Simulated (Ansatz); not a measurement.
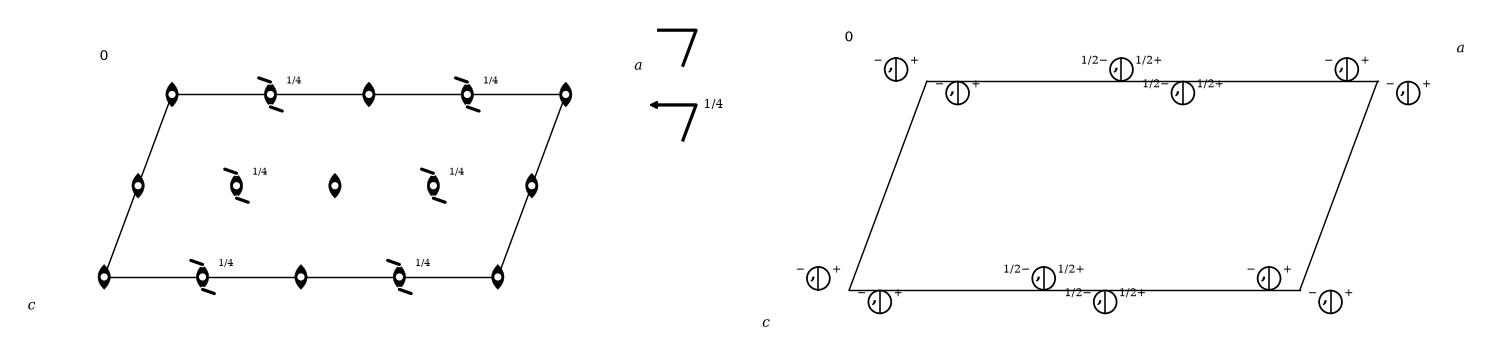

Symmetry elements (left) and general positions (right) of a space group, projected down b, computed from the operations of a computed or model structure of composition Bi.

Symbols follow the International Tables: origin at the upper left, the third axis towards the viewer; heavy, dashed, dotted, dash-dotted and dash-dot-dot lines are mirror, in-plane glide, out-of-plane glide, diagonal (n; with arrows d) and double (e) glide planes seen edge on; arrows at the rim are 2 (full head) and 2₁ (half head) axes in the plane; the corner sign is a plane parallel to the page; fractions are heights. Handed screw axes carry their printed symbol instead of tails.

A circle is a general position, a comma marks the mirror image, + and − with a fraction give the height (along the projection axis: ½+ is ½ plus the coordinate, − is its negative), and a split circle stands for two positions above each other.

**Identify the space group.**

No. 12, C2/m; C-centred monoclinic, point group 2/m, 8 general positions a cell.

**List the elements shown.**

2₁ axes along b at (0, 1/4), (0, 3/4), (1/2, 1/4), (1/2, 3/4); 2 axes along b at (0, 0), (0, 1/2), (1/2, 0), (1/2, 1/2); inversion centres at (0, 0), (0, 1/4; b height 1/4), (0, 1/2), (0, 3/4; b height 1/4), (1/2, 0), (1/2, 1/4; b height 1/4), (1/2, 1/2), (1/2, 3/4; b height 1/4); a mirror plane normal to b at height 0; an a glide plane normal to b at height 1/4. Heights repeat every half period; positions are (c, a) fractions, modulo 1.

**Write the general positions (in any order).**

For each centring vector (0, 0, 0), (1/2, 1/2, 0):
x, y, z
−x, −y, −z
−x, y, −z
x, −y, z
